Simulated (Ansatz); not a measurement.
Consider MgO.

Input file:

```
crystal:
  lattice:
    - [2.1022009521, 2.1022009521, 0.0]
    - [-2.1022009521, 2.1022009521, 0.0]
    - [0.1783776658, 0.1783776658, 4.2044019043]
  atoms:
    - { symbol: Mg, position: [0.0, 0.0, 0.0] }
    - { symbol: Mg, position: [0.5, 0.5, 0.5] }
    - { symbol: O, position: [0.5, 0.5, 0.0] }
    - { symbol: O, position: [0.0, 0.0, 0.5] }
basis:
  ecutwfc: 500
kpoints:
  mp_grid: { grid: [8, 8, 6] }
hamiltonian:
  xc: r2scan
scf:
  occupations: { method: gaussian, width: 0.02 }
output:
  forces: true
  stress: true
  eigenvalues: true
  write_density: true
  write_potential: true
  elf: true
  volumetric_format: npy
```

Launched as:

```sh
ansatz run input.yaml --threads 1 --pin off --max-ram 2560MiB --backend cpu --events-out ev --progress --plain --runs-dir out
```

Below, planes, directions and counts refer to the conventional cell (a = 5.01 Å, b = 2.97 Å, c = 2.97 Å, α = 90.00°, β = 122.91°, γ = 90.00°).

Space group C2/m; a structure from a database of computed crystals, not necessarily the ambient phase.

These are results of DFT r2SCAN, scalar-relativistic, plane waves, PAW in Ansatz 0.2.0, not measurements.

Predict the valence pseudo-density and electron localisation function between the atoms.

Mg–O (2.11 Å): ρ is about 0.34 e/Å³ halfway; the ELF peaks at about 0.85 in the valence shell of O, 0.7 Å from its nucleus, and is about 0.35 at the midpoint; an ionic contact with no shared pair.

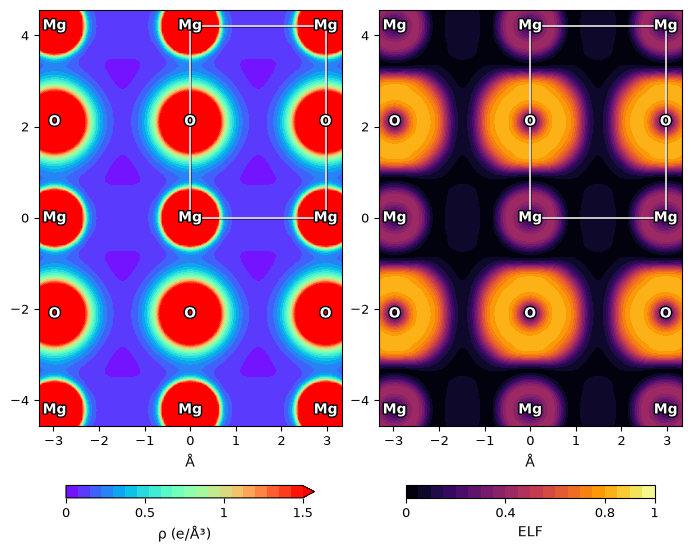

Computed valence pseudo-density and electron localisation function on the (101̄) plane of the conventional cell, in this order. 

In a PAW calculation such maps are meaningful between the atoms, not at the nuclei.
